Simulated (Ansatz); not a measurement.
# W17S31 (cell charge +1, with a compensating background) (cell with a defect): what the fields show

```
CELL_PARAMETERS angstrom
12.63887 0.00000 0.00000
-6.31943 -10.94558 0.00000
0.00000 0.00000 -16.93947
ATOMIC_POSITIONS crystal
W 0.91983 0.58492 0.99430
W 0.16508 0.58492 0.99430
W 0.91615 0.33230 0.99872
W 0.41598 0.58361 0.00136
W 0.16639 0.33402 0.00136
W 0.91684 0.08342 0.00090
W 0.66763 0.58361 0.00136
W 0.41667 0.33333 0.00249
W 0.16639 0.08237 0.00136
W 0.91615 0.83385 0.99872
W 0.66763 0.33402 0.00136
W 0.41598 0.08237 0.00136
W 0.16508 0.83017 0.99430
W 0.66658 0.08342 0.00090
W 0.41770 0.83385 0.99872
W 0.66658 0.83316 0.00090
W 0.08333 0.66667 0.10307
S 0.32837 0.66873 0.09223
S 0.08127 0.42163 0.09223
S 0.58346 0.66693 0.09439
S 0.33264 0.41736 0.09497
S 0.08307 0.16654 0.09439
S 0.84035 0.66873 0.09223
S 0.58473 0.41736 0.09497
S 0.33264 0.16527 0.09497
S 0.08127 0.90965 0.09223
S 0.84035 0.42163 0.09223
S 0.58346 0.16654 0.09439
S 0.32837 0.90965 0.09223
S 0.83363 0.16726 0.09330
S 0.58274 0.91637 0.09330
S 0.83363 0.91637 0.09330
S 0.08333 0.66667 0.89809
S 0.33755 0.66838 0.90513
S 0.08162 0.41245 0.90513
S 0.58275 0.66551 0.90859
S 0.33354 0.41646 0.90904
S 0.08449 0.16725 0.90859
S 0.83083 0.66838 0.90513
S 0.58292 0.41646 0.90904
S 0.33354 0.16708 0.90904
S 0.08162 0.91917 0.90513
S 0.83083 0.41245 0.90513
S 0.58275 0.16725 0.90859
S 0.33755 0.91917 0.90513
S 0.83225 0.16450 0.90713
S 0.58550 0.91775 0.90713
S 0.83225 0.91775 0.90713
```

Spin-polarised.

All numbers below come from Ansatz, DFT PBE+D3(BJ), scalar-relativistic, plane waves, PAW.

In a PAW calculation such maps are meaningful between the atoms, not at the nuclei.

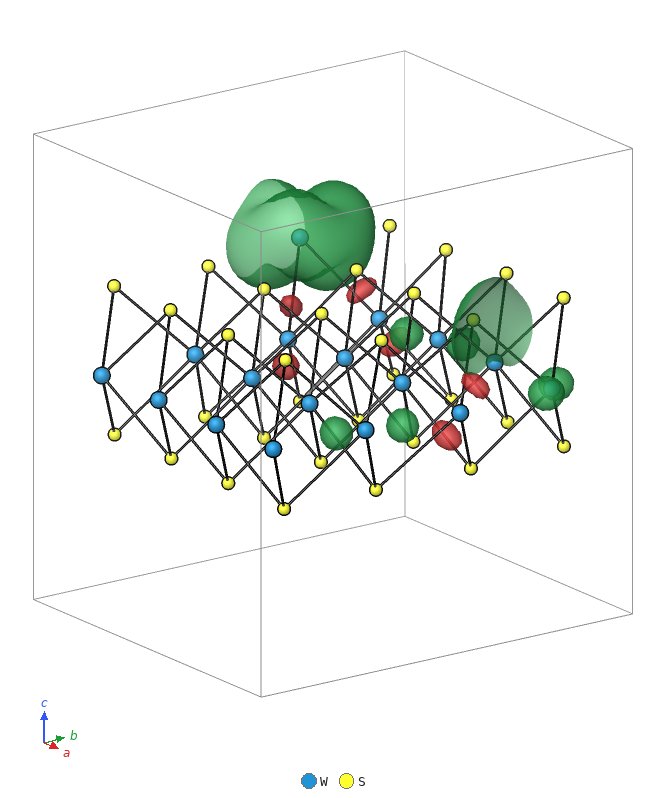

Figure 1. Isosurfaces of the spin density (up minus down) at +0.015 (green) and −0.015 e/Å³ (red), seen slightly off an axis. Sticks mark near contacts.

### Which atoms carry the moments, and with what signs?

The spin density sits on W: +0.6 μB in one cell of 48 atoms: a single local moment. The cell of the calculation (48 atoms) carries 1.0 μB of net spin moment.

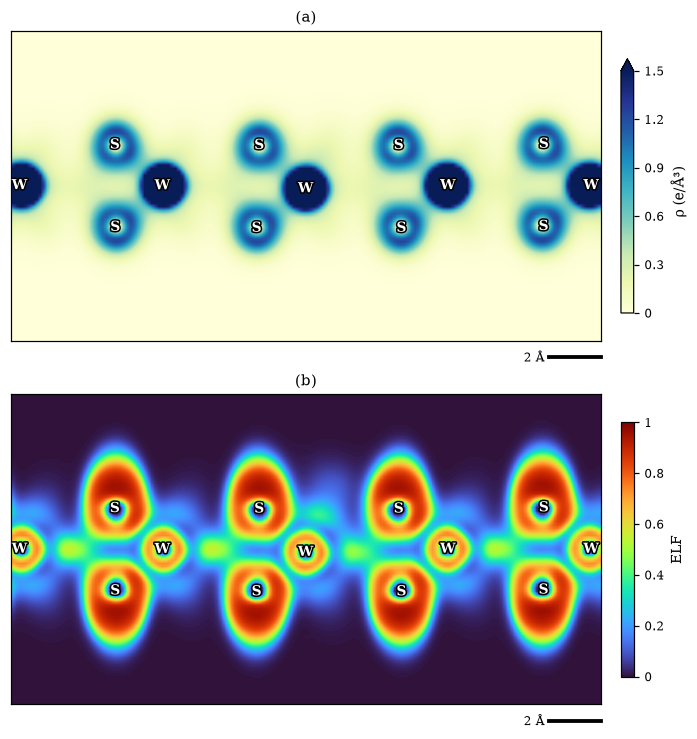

Figure 2. (a) valence electron density; (b) electron localisation function on the (110) plane of the calculation cell, a cut from vacuum to vacuum.

### Describe what can be read from this map.

Atoms in the plane: W and S.
W–S (2.42 Å): ρ is about 0.61 e/Å³ halfway; the ELF peaks at about 0.85 in the valence shell of S, 0.8 Å from its nucleus, and is about 0.45 at the midpoint.
The density dies away to nearly zero in the vacuum.
The features right at W lie inside the PAW spheres, where the map follows smoothed inner orbitals and isn't to be read closely.

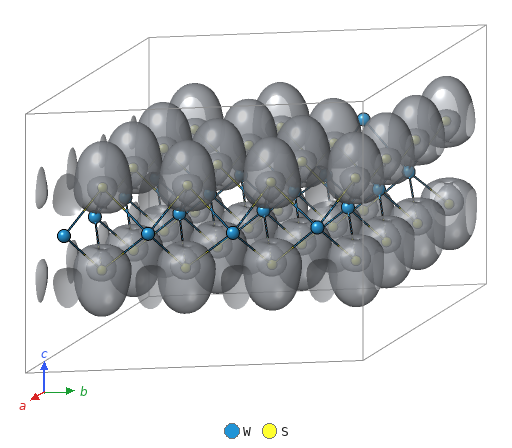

Figure 3. Isosurface of the ELF at 0.7 (grey), seen slightly off an axis. Only the valence region is drawn (cores and ρ < 0.01 e/Å³ removed). Sticks mark near contacts.

### Describe the localisation domains.

The surface consists of 31 regions wrapped around S (the valence shell of each), counted in one cell of 48 atoms. Counts are for one cell; the picture repeats the cell along the surface.


W–S (2.40 Å): the ELF peaks at about 0.85 in the valence shell of S, 0.8 Å from its nucleus, and is about 0.50 at the midpoint. W–W (2.57 Å): the ELF reaches about 0.55 near the midpoint.

### Does the calculation make it a metal, or give it a gap?

It is gapless in this calculation (a metal or semimetal).
